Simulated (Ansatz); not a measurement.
**AlN: single-point calculation**

System: AlN (F-43m, 2 atoms in the cell).
Method: DFT, PBEsol, plane waves, PAW, no spin polarisation (Ansatz 0.2.0).

The structure was built on a prototype by a generator. Some settings of this run were made unusual or wrong on purpose. The geometry comes from this level: r2SCAN. Figures and captions count atoms from 1; the log counts them from 0 in places.

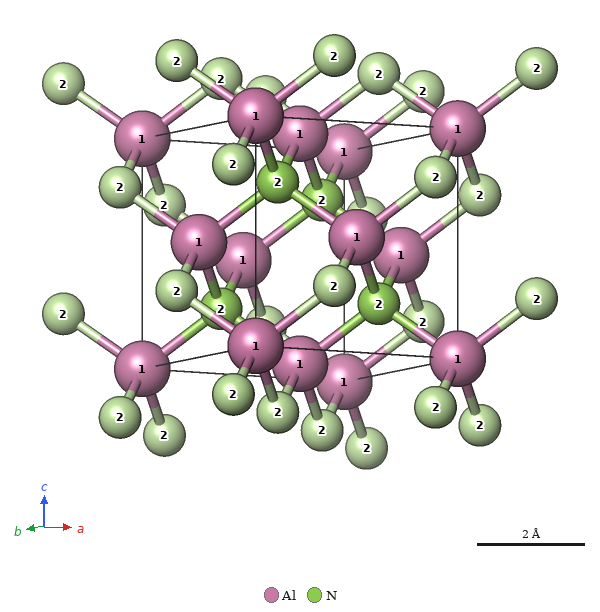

Fig. 1: The input geometry (ball-and-stick view of the cell 4 times as large as that of the calculation, set on its symmetry axes, seen at an oblique angle; neighbours outside the cell are drawn fainter; atoms are numbered from 1 in the order of the input). An atom can appear more than once, as a periodic image. Near neighbours in the periodic cell (some may lie outside the picture): Al has 4 N at 1.89 Å; N has 4 Al at 1.89 Å.

Outcome:

```tsv
quantity	value
outcome	converged
space group (tolerance 0.01 Å)	F-43m (216)
electrons treated	8
free energy	−900.3563 eV
Fermi energy	8.133 eV
gap on the k-point mesh	3.54 eV
pressure	14.87 GPa
largest force (length of the vector)	2.481 eV/Å
hardware	4 threads of Arm Neoverse V2, 24 GiB of memory available, shared host
peak memory	0.24 GiB
```

Some settings of this run were drawn to be unusual or wrong. It converged; results that depend on the unusual settings are not reference values. The program warns: the k-point mesh lowers the symmetry that the run can use. So coarse a mesh can miss the band edges, so the true gap of this method can be much smaller, or zero.

The input:
```yaml
crystal:
  lattice:
    - [0.0, 2.1848764208, 2.1848764208]
    - [2.1848764208, 0.0, 2.1848764208]
    - [2.1848764208, 2.1848764208, 0.0]
  atoms:
    - { symbol: Al, position: [0.0, 0.0, 0.0] }
    - { symbol: "N", position: [0.25, 0.25, 0.25] }
kpoints:
  mp_grid: { grid: [1, 1, 8] }
hamiltonian:
  xc: pbesol
scf:
  occupations: { method: fixed }
  n_extra_bands: 4
output:
  forces: true
  stress: true
  eigenvalues: true
```

Launched with:
```bash
ansatz run input.yaml --threads 4 --pin off --max-ram 3686MiB --backend cpu --events-out ev --progress --plain --runs-dir out
```

What the program printed:
```
Warning: crystal.symmetry: narrowed to the stabiliser of the k-point mesh — unitary ops 24 → 6; excluded 18 operations that carry a point of the 1×1×8 mesh (shift [0, 0, 0]) off the mesh (the run samples exactly the mesh kpoints.mp_grid names, as under crystal.symmetry.detect: false, and its converged state has the mesh's symmetry, not the crystal's; ε∞, the Born charges and the force constants of a linear response (`dielectric:` by the response, `phonons.method: dfpt`) are averaged over those of the crystal's operations that the state keeps within a tolerance, where `mesh_tensors`, `unaveraged_element` or `gamma_mean_max_change_ev_ang2` stands beside them; a row that `dielectric.field_direction` solves alone is averaged likewise, with nothing beside; a Γ-centred mesh of equal divisions is mapped onto itself by every operation and keeps the whole group, as does a half-shifted one under kpoints.further_shifts: images)
scf.n_extra_bands = 4 over 4 filled bands (N_el = 8.0): the run solves 8 bands
Engine: ansatz 0.2.0, aarch64-unknown-linux-gnu
Pseudopotentials: kind: paw
Pseudopotential: Al, paw, valence charge 3, recommended cutoff 420 eV (normal), Al.paw.azcp
Pseudopotential: N, paw, valence charge 5, recommended cutoff 420 eV (normal), N.paw.azcp
Functional definition: PBEsol
  exchange = pbesol_x
  correlation = pbesol_c
Crystal: 2 atoms, lattice volume = 20.860 Å³
Basis set: ecut = 420 eV, 411 PW (Γ), exchange–correlation on 48×48×48 points (8 copies of the dense FFT grid, shifted against one another)
Bands: 8, of which v1, the nominal top of the filled ones, is band 4 counted from 1 (3 counted from 0)
Symmetry: 6 space group operations
k-points: 5 of 8 (time reversal used)
Non-local potential: Al, projectors of the file, l = 0: 2, l = 1: 2, l = 2: 1
Non-local potential: N, projectors of the file, l = 0: 2, l = 1: 2, l = 2: 1
PAW form: soft (Blöchl's): semilocal exchange-correlation on the pseudo side does not see the compensation charge
PAW frozen core: Al, regenerated for the run's functional, and the local potential with it (the file was generated under x = pbe(κ = 0.804, μ = 0.2195149727645171), c = pbe(β = 0.06672455060314922))
PAW frozen core: N, regenerated for the run's functional, and the local potential with it (the file was generated under x = pbe(κ = 0.804, μ = 0.2195149727645171), c = pbe(β = 0.06672455060314922))
PAW one-centre angular grid: Al, 110 points (default); XC on 64 Gauss nodes
PAW one-centre angular grid: N, 110 points (default); XC on 64 Gauss nodes
Initial density: superposition of atomic densities (neutral atoms: chi_scale 0, normalization atom), corrected by the library's trained network
Initial wavefunctions: pseudopotential atomic-orbital guess
Functional: x = pbesol(κ = 0.804, μ = 0.12345679012345678), c = pbesol(β = 0.046)
SCF iter   1: F=—  HF=-900.662528 eV  |F-HF|=—  |Δ(HF+E_count)|=         —  Δρ=9.26e-2  dr2=1.14e0  ethr=1.77e-3  ⟨swp⟩=4.6  Hψ=272  notcnv=0
preconditioner: auto → none  [insulator: Δε(μ)=4.031 eV  Ē_g=14.564 eV  n_scr=0 (ndim 8)  ℏωp=23.0 eV  f_vac=0.000  ε∞_Penn≈3.5]
SCF iter   2: F=—  HF=-900.362129 eV  |F-HF|=—  |Δ(HF+E_count)|=   3.00e-1  Δρ=4.29e-2  dr2=1.58e-1  ethr=1.77e-3  ⟨swp⟩=2.2  Hψ=115  notcnv=0  defer=6
SCF iter   3: F=—  HF=-900.348087 eV  |F-HF|=—  |Δ(HF+E_count)|=   1.40e-2  Δρ=1.86e-2  dr2=2.53e-2  ethr=1.77e-3  ⟨swp⟩=2.6  Hψ=72  notcnv=0  defer=8
SCF iter   4: F=—  HF=-900.355131 eV  |F-HF|=—  |Δ(HF+E_count)|=   7.04e-3  Δρ=5.25e-3  dr2=2.13e-3  ethr=3.16e-4  ⟨swp⟩=2.0  Hψ=52  notcnv=0  defer=8
SCF iter   5: F=—  HF=-900.356195 eV  |F-HF|=—  |Δ(HF+E_count)|=   1.06e-3  Δρ=7.15e-4  dr2=4.84e-5  ethr=2.66e-5  ⟨swp⟩=3.2  Hψ=73  notcnv=0  defer=8
SCF iter   6: F=—  HF=-900.356266 eV  |F-HF|=—  |Δ(HF+E_count)|=   7.07e-5  Δρ=5.57e-5  dr2=3.42e-7  ethr=6.05e-7  ⟨swp⟩=2.0  Hψ=70  notcnv=0  defer=10
SCF iter   7: F=-900.356266 eV  HF=-900.356266 eV  |F-HF|=4.65e-9  |Δ(HF+E_count)|=   6.50e-7  Δρ=4.88e-6  dr2=2.93e-9  ethr=1.25e-9  ⟨swp⟩=6.0  Hψ=213  notcnv=0
SCF 1 converged in 7 iterations: F = -900.356266 eV  dr2 = 2.93e-9
  greatest PAW one-centre occupation: 0.737 electrons in one spin orbital (limit 2), on the N atom at site 1 (counted from 0), in its partial waves of l = 1
SCF converged after 7 iterations
Free energy (F): -900.356266 eV
Harris-Foulkes:  -900.356266 eV  (|F-HF|=4.65e-9)
Internal energy: -900.356266 eV  (E = F + TS)
E sigma→0 (E₀):  -900.356266 eV
Fermi energy:    8.132521 eV
--- Per-component energies (eV) ---
  E_band       = 27.851339
  E_kinetic    = 171.678553
  E_local      = -233.145959  (includes V_loc(G=0)·N_el)
  E_nonlocal   = 52.470357
  E_hartree    = 84.464478
  E_xc         = -101.315518
  E_vxc        = -108.274593  (∫ρ·V_xc dr)
  E_paw        = -578.071820  (= ΣΔE_a)
  E_vpaw       = -23.805471  (= ΣTr[D̂ρ^β])
  E_aug_tail   = 0.000108  (compensation charges beyond the density's cutoff)
  E_ewald      = -296.483704
  E_core_change = 0.047238  (= ΣΔE_core)
  E_smearing   = -0.000000  (= −TS)
  E_closure    = -0.000000  (closes the sum)
  Σ components = -900.356266   (vs F -900.356266, Δ=0.00e0)
--- Forces (eV/Å), atoms counted from 1 ---
  atom   1  Al     1.43217155     1.43217155    -1.43217155
  atom   2  N     -1.43219609    -1.43219609     1.43219609
  max |Σ_I F_I| component: 2.45e-5 eV/Å
--- Stress (GPa, compression-positive) ---
       14.873163      -0.072414       0.072414
       -0.072414      14.873163       0.072414
        0.072414       0.072414      14.873163
  P = ⅓ Tr σ = 14.8732 GPa (148.732 kbar)
--- Band table (eV; the first three rows and the last of 5) ---
  k-point 0: bands = ["-7.2080", "7.8493", "8.1325", "8.1325", "11.6680", "19.5094", "19.5219", "19.5219"]
  k-point 1: bands = ["-6.9604", "6.5174", "8.0389", "8.0389", "12.6957", "19.0129", "19.7552", "19.7552"]
  k-point 2: bands = ["-6.2705", "4.2443", "7.8317", "7.8317", "13.9809", "18.1731", "19.3765", "19.3765"]
  k-point 4: bands = ["-4.8642", "1.3445", "7.5752", "7.5752", "14.6933", "17.2520", "18.1359", "18.1359"]
```
